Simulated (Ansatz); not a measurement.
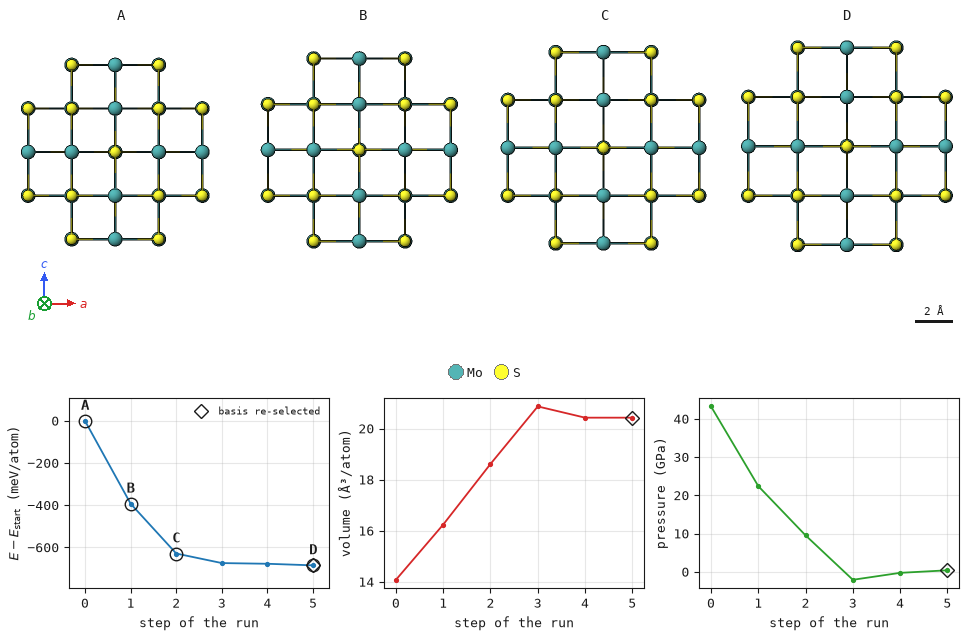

Frames of a relaxation of solid MoS (built on the rock salt type) (coarse preliminary run), marked on the history of the run. A ball-and-stick model of the conventional cell (4 times the calculation's cell), seen along the b axis. Lengths and directions refer to the drawn axes.

The calculation used Ansatz 0.2.0, DFT PBE+U, scalar-relativistic, plane waves, PAW.

The input:
```yaml
crystal:
  lattice:
    - [0.0, 2.414875608, 2.414875608]
    - [2.414875608, 0.0, 2.414875608]
    - [2.414875608, 2.414875608, 0.0]
  atoms:
    - { symbol: Mo, position: [0.0, 0.0, 0.0], spin: 2.3 }
    - { symbol: S, position: [0.5, 0.5, 0.5] }
basis:
  ecutwfc: 420
kpoints:
  mp_grid: { grid: [8, 8, 8] }
hamiltonian:
  xc: pbe
  hubbard: { sites: [{ species: Mo, l: d, u_eff: 4.38 }] }
scf:
  occupations: { method: gaussian, width: 0.1 }
output:
  forces: true
  stress: true
  eigenvalues: true
  populations: true
magnetization:
  spin_polarized: true
relax:
  adjacent_minimum: "off"
  f_tol: 0.05
  max_steps: 80
  cell: { stress_tol: 0.5 }
```

Command:
```bash
ansatz run input.yaml --threads 1 --pin off --max-ram 2560MiB --backend cpu --events-out ev --progress --plain --runs-dir out
```

What happens along the run?

Answer. The energy falls by 685 meV per atom in 4 accepted moves (5 points after the start). All forces vanish by symmetry, so only the cell relaxes. Pressure: 43.27 GPa at the start and 0.41 GPa at the end. The SCF was repeated once at an unchanged geometry on a basis and grid sized afresh for the cell, which shifted the energy by 7.5 meV per atom at most. No atom moves by more than 0.005 Å relative to the cell. The drawn cell changes as follows: a = b = c 4.830 → 5.467 Å (+13.2 %); the volume changes by +45.1 %. Among the contacts that change: Mo1–S2 2.415 → 2.734 Å. The space group stays Fm-3m (No. 225). The run took 24 s on 1 thread of Intel(R) Xeon(R) Platinum 8259CL CPU @ 2.50GHz (Skylake/Cascade Lake), with other jobs on the host, peak memory 0.4 GiB. From step 0 to 1: volume +15.3 %, energy −393 meV per atom. From step 1 to 2: volume +14.6 %, energy −236 meV per atom. From step 2 to 5: volume +9.7 %, energy −56.0 meV per atom.

```csv
step,"E − E(0), meV/atom","pressure, GPa","volume, Å³/atom",note
0,0.00,43.27,14.083,
1,-392.56,22.42,16.244,
2,-628.84,9.54,18.616,
3,-674.06,-2.07,20.868,
4,-677.36,-0.25,20.428,
5,-684.84,0.41,20.428,"same geometry, new basis"
```
